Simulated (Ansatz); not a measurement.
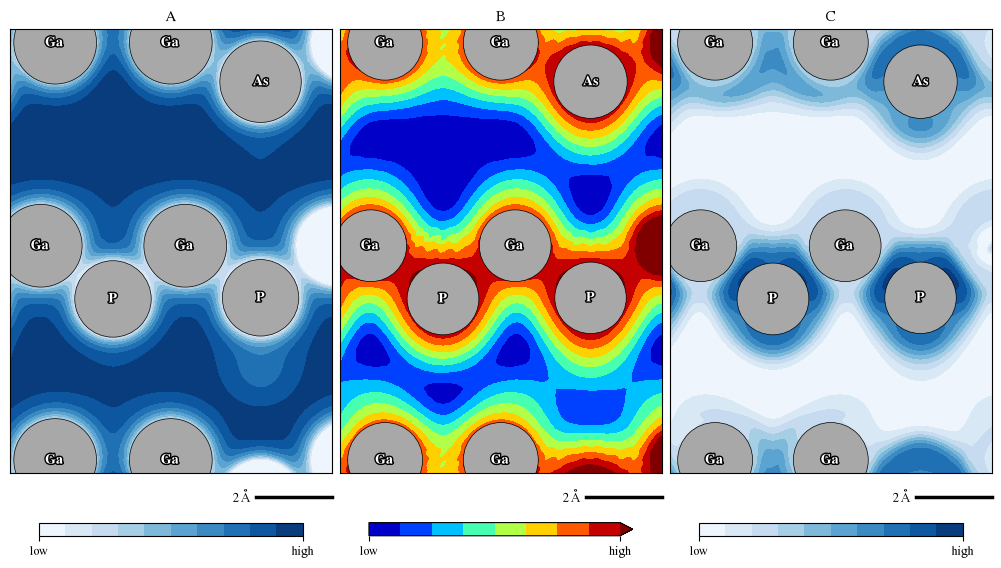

Ga8AsP6 (cell with a defect): 3 fields on the (011̄) plane of the calculation cell, with unlabelled colour scales. Grey discs cover the atomic cores.

Computed without spin polarisation.

Method: DFT PBE, scalar-relativistic, plane waves, PAW (Ansatz).

> The panels show electron localisation function, electrostatic potential energy of an electron and valence pseudo-density in some order. Assign them.

Panel A: electrostatic potential energy of an electron (low next to the atoms, rising into the space between them). Panel B: valence pseudo-density. Panel C: electron localisation function. From the grid: Ga–P (2.37 Å): ρ is about 0.55 e/Å³ halfway; the ELF peaks at about 0.90 in the valence shell of P, 0.9 Å from its nucleus, and is about 0.80 at the midpoint.
